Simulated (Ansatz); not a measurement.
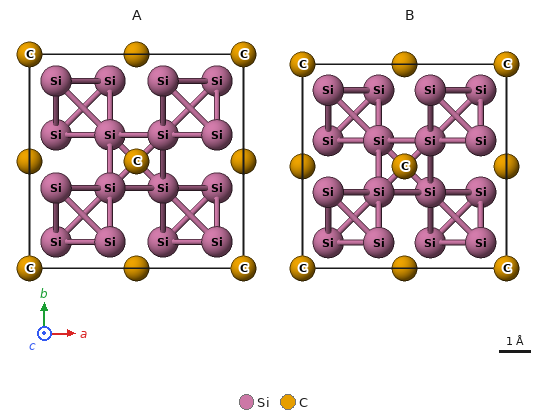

Two geometries of crystalline Si₄C (a generated structure, set up in F-43m) (coarse preliminary run), drawn at one scale. One is the start of a relaxation, the other its converged end. The picture is a ball-and-stick view of the conventional cell (4 times the calculation's cell), seen along the c axis. Lengths and directions refer to the drawn axes.

All numbers below come from DFT PBE, scalar-relativistic, plane waves, PAW (Ansatz). Settings: plane-wave cutoff 420 eV; k-point mesh 4 × 4 × 4; occupations gaussian; smearing width 0.1 eV; no spin polarisation; cell and atoms relaxed; force threshold 0.04 eV/Å; at most 70 steps.

Which of the two is the end point?

Structure A is the relaxed one. After 3 accepted moves (4 points after the start) the energy has fallen by 116 meV per atom. The largest force component goes from 0.83 to 0.0049 eV/Å. The pressure goes from 16.65 to 0.11 GPa. At 1 point the geometry stayed and the basis and grid were re-selected for the new cell (energy shift of 2.0 meV per atom at most each time). The largest moves relative to the cell, 0.028 Å, are those of Si atoms. C stays in place. Cell: a = b = c 6.613 → 6.936 Å (+4.9 %). Volume +15.4 %. Near-neighbour distances that change, for instance: Si–Si 2.309 → 2.467 Å, Si–Si 2.367 → 2.437 Å. The space group stays F-43m (No. 216).
